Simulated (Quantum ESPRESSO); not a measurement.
**Run report: Mo, single-point calculation**

Mo (Im-3m, 1 atom in the cell), computed with Kohn-Sham DFT of a periodic cell, LDA, GBRV 1.5 LDA, no spin polarisation (Quantum ESPRESSO 7.5).

The structure was built on a prototype by a generator; it need not be a known phase.

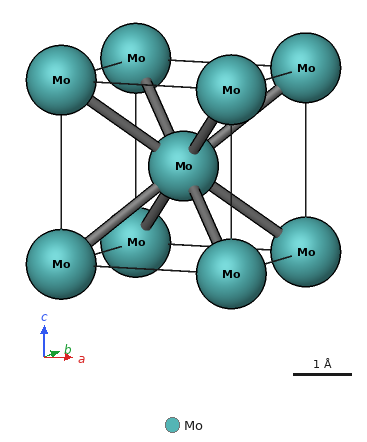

*The input geometry (ball-and-stick view of the cell 2 times as large as that of the calculation, set on its symmetry axes, seen slightly off an axis). An atom can appear more than once, as a periodic image.*

## The input
```
&CONTROL
  calculation = 'scf'
  prefix = 'pwscf'
  outdir = './tmp'
  pseudo_dir = './pseudo'
  tprnfor = .true.
  tstress = .true.
  disk_io = 'nowf'
/
&SYSTEM
  ibrav = 0
  nat = 1
  ntyp = 1
  ecutwfc = 45
  ecutrho = 360
  nbnd = 13
  occupations = 'smearing'
  smearing = 'mp'
  degauss = 0.00734986
/
&ELECTRONS
  conv_thr = 2d-10
  electron_maxstep = 120
  mixing_beta = 0.5
/
ATOMIC_SPECIES
Mo    95.9500 mo_lda_v1.uspp.F.UPF
CELL_PARAMETERS angstrom
  -1.6200000000    1.6200000000    1.6200000000
   1.6200000000   -1.6200000000    1.6200000000
   1.6200000000    1.6200000000   -1.6200000000
ATOMIC_POSITIONS crystal
Mo     0.0000000000    0.0000000000    0.0000000000
K_POINTS automatic
18 18 18 0 0 0
```

Launch command:
```bash
OMP_NUM_THREADS=1 pw.x -in pw.in > pw.out
```

## Output
```
This program is part of the open-source Quantum ESPRESSO suite
     for quantum simulation of materials; please cite
         "P. Giannozzi et al., J. Phys.:Condens. Matter 21 395502 (2009);
         "P. Giannozzi et al., J. Phys.:Condens. Matter 29 465901 (2017);
         "P. Giannozzi et al., J. Chem. Phys. 152 154105 (2020);
          URL
     in publications or presentations arising from this work. More details at

     Message from routine setup:
     using ibrav=0 with symmetry is DISCOURAGED, use correct ibrav instead

     G-vector sticks info
     --------------------
     sticks:   dense  smooth     PW     G-vecs:    dense   smooth      PW
     Sum         749     383    155                13115     4729    1205

     Using Slab Decomposition

     bravais-lattice index     =            0
     lattice parameter (alat)  =       5.3024  a.u.
     unit-cell volume          =     114.7629 (a.u.)^3
     number of atoms/cell      =            1
     number of atomic types    =            1
     number of electrons       =        14.00
     number of Kohn-Sham states=           13
     kinetic-energy cutoff     =      45.0000  Ry
     charge density cutoff     =     360.0000  Ry
     scf convergence threshold =      2.0E-10
     mixing beta               =       0.5000
     number of iterations used =            8  plain     mixing
     Exchange-correlation= SLA  PZ   NOGX NOGC
                           (   1   1   0   0   0   0   0)

     celldm(1)=   5.302425  celldm(2)=   0.000000  celldm(3)=   0.000000
     celldm(4)=   0.000000  celldm(5)=   0.000000  celldm(6)=   0.000000

     crystal axes: (cart. coord. in units of alat)
               a(1) = (  -0.577350   0.577350   0.577350 )
               a(2) = (   0.577350  -0.577350   0.577350 )
               a(3) = (   0.577350   0.577350  -0.577350 )

     reciprocal axes: (cart. coord. in units 2 pi/alat)
               b(1) = ( -0.000000  0.866025  0.866025 )
               b(2) = (  0.866025 -0.000000  0.866025 )
               b(3) = (  0.866025  0.866025  0.000000 )

     PseudoPot. # 1 for Mo read from file:
     mo_lda_v1.uspp.F.UPF
     Pseudo is Ultrasoft + core correction, Zval = 14.0
     Generated by new atomic code, or converted to UPF format
     Using radial grid of  889 points,  6 beta functions with:
                l(1) =   0
                l(2) =   0
                l(3) =   1
                l(4) =   1
                l(5) =   2
                l(6) =   2
     Q(r) pseudized with  6 coefficients,  rinner =    1.000   1.000   1.000
                                                       1.000   1.000

     atomic species   valence    mass     pseudopotential
     Mo               14.00    95.95000     Mo( 1.00)

     48 Sym. Ops., with inversion, found

   Cartesian axes

     site n.     atom                  positions (alat units)
         1        Mo     tau(   1) = (   0.0000000   0.0000000   0.0000000  )

     number of k points=   195  Methfessel-Paxton smearing, width (Ry)=  0.0073

     Number of k-points >= 100: set verbosity='high' to print them.

     Dense  grid:    13115 G-vectors     FFT dimensions: (  32,  32,  32)

     Smooth grid:     4729 G-vectors     FFT dimensions: (  24,  24,  24)

     Initial potential from superposition of free atoms

     starting charge      13.9991, renormalised to      14.0000

     negative rho (up, down):  1.580E-05 0.000E+00
     Starting wfcs are   13 randomized atomic wfcs

     Self-consistent Calculation

     iteration #  1     ecut=    45.00 Ry     beta= 0.50
     Davidson diagonalization with overlap
     ethr =  1.00E-02,  avg # of iterations =  3.9

     Threshold (ethr) on eigenvalues was too large:
     Diagonalizing with lowered threshold

     Davidson diagonalization with overlap
     ethr =  3.05E-04,  avg # of iterations =  1.7

     negative rho (up, down):  5.587E-05 0.000E+00

     total energy              =    -139.47712666 Ry
     estimated scf accuracy    <       0.04288257 Ry

     iteration #  2     ecut=    45.00 Ry     beta= 0.50
     Davidson diagonalization with overlap
     ethr =  3.06E-04,  avg # of iterations =  2.0

     negative rho (up, down):  5.970E-05 0.000E+00

     total energy              =    -139.48508120 Ry
     estimated scf accuracy    <       0.00115566 Ry

     iteration #  3     ecut=    45.00 Ry     beta= 0.50
     Davidson diagonalization with overlap
     ethr =  8.25E-06,  avg # of iterations =  2.6

     negative rho (up, down):  5.926E-05 0.000E+00

     total energy              =    -139.48509350 Ry
     estimated scf accuracy    <       0.00023598 Ry

     iteration #  4     ecut=    45.00 Ry     beta= 0.50
     Davidson diagonalization with overlap
     ethr =  1.69E-06,  avg # of iterations =  1.4

     negative rho (up, down):  5.880E-05 0.000E+00

     total energy              =    -139.48510094 Ry
     estimated scf accuracy    <       0.00000290 Ry

     iteration #  5     ecut=    45.00 Ry     beta= 0.50
     Davidson diagonalization with overlap
     ethr =  2.07E-08,  avg # of iterations =  2.8

     negative rho (up, down):  5.840E-05 0.000E+00

     total energy              =    -139.48510281 Ry
     estimated scf accuracy    <       0.00000034 Ry

     iteration #  6     ecut=    45.00 Ry     beta= 0.50
     Davidson diagonalization with overlap
     ethr =  2.41E-09,  avg # of iterations =  1.8

     negative rho (up, down):  5.809E-05 0.000E+00

     total energy              =    -139.48510282 Ry
     estimated scf accuracy    <       0.00000006 Ry

     iteration #  7     ecut=    45.00 Ry     beta= 0.50
     Davidson diagonalization with overlap
     ethr =  4.30E-10,  avg # of iterations =  2.0

     negative rho (up, down):  5.805E-05 0.000E+00

     total energy              =    -139.48510283 Ry
     estimated scf accuracy    <          2.5E-10 Ry

     iteration #  8     ecut=    45.00 Ry     beta= 0.50
     Davidson diagonalization with overlap
     ethr =  1.76E-12,  avg # of iterations =  3.1

     negative rho (up, down):  5.805E-05 0.000E+00

     End of self-consistent calculation

     Number of k-points >= 100: set verbosity='high' to print the bands.

     the Fermi energy is    19.0770 ev

!    total energy              =    -139.48510283 Ry
     estimated scf accuracy    <          9.7E-11 Ry
     smearing contrib. (-TS)   =      -0.00000877 Ry
     internal energy E=F+TS    =    -139.48509406 Ry

     The total energy is F=E-TS. E is the sum of the following terms:
     one-electron contribution =     -22.84378785 Ry
     hartree contribution      =      18.96315289 Ry
     xc contribution           =     -19.10548265 Ry
     ewald contribution        =    -116.49897645 Ry

     convergence has been achieved in   8 iterations

     negative rho (up, down):  5.805E-05 0.000E+00

     Forces acting on atoms (cartesian axes, Ry/au):

     atom    1 type  1   force =     0.00000000    0.00000000    0.00000000

     Total force =     0.000000     Total SCF correction =     0.000000

     Computing stress (Cartesian axis) and pressure

     negative rho (up, down):  5.805E-05 0.000E+00
          total   stress  (Ry/bohr**3)                   (kbar)     P=     -280.43
  -0.00190631   0.00000000   0.00000000         -280.43        0.00        0.00
   0.00000000  -0.00190631   0.00000000            0.00     -280.43        0.00
   0.00000000   0.00000000  -0.00190631            0.00        0.00     -280.43

=------------------------------------------------------------------------------=
   JOB DONE.
=------------------------------------------------------------------------------=
```

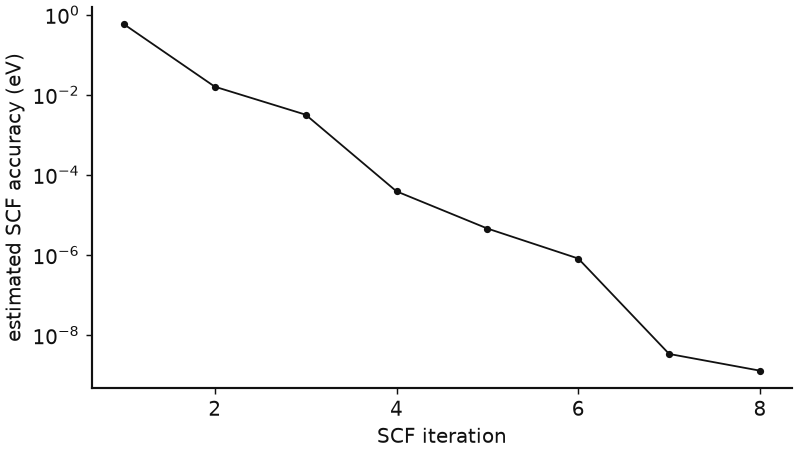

*Convergence of the self-consistent field: estimated SCF accuracy against the iteration.*

The field takes 8 iterations in all.

## Results in brief

```json
{"quantity": "outcome", "value": "converged"}
{"quantity": "space group (tolerance 0.01 Å)", "value": "Im-3m (229)"}
{"quantity": "electrons treated", "value": "14"}
{"quantity": "free energy", "value": "−1897.7915 eV"}
{"quantity": "Fermi energy", "value": "19.077 eV"}
{"quantity": "gap on the k-point mesh", "value": "none (metallic)"}
{"quantity": "pressure", "value": "−28.04 GPa"}
{"quantity": "largest force (length of the vector)", "value": "under 0.001 eV/Å"}
{"quantity": "hardware", "value": "1 thread of Intel Xeon (Granite Rapids), 128 GiB of memory available, shared host"}
{"quantity": "wall time", "value": "12 s"}
{"quantity": "peak memory", "value": "0.1 GiB"}
```

## Notes

Notes on the run: negative rho. The cell is under a tension of 28 GPa at this level, so it is not at its equilibrium volume.
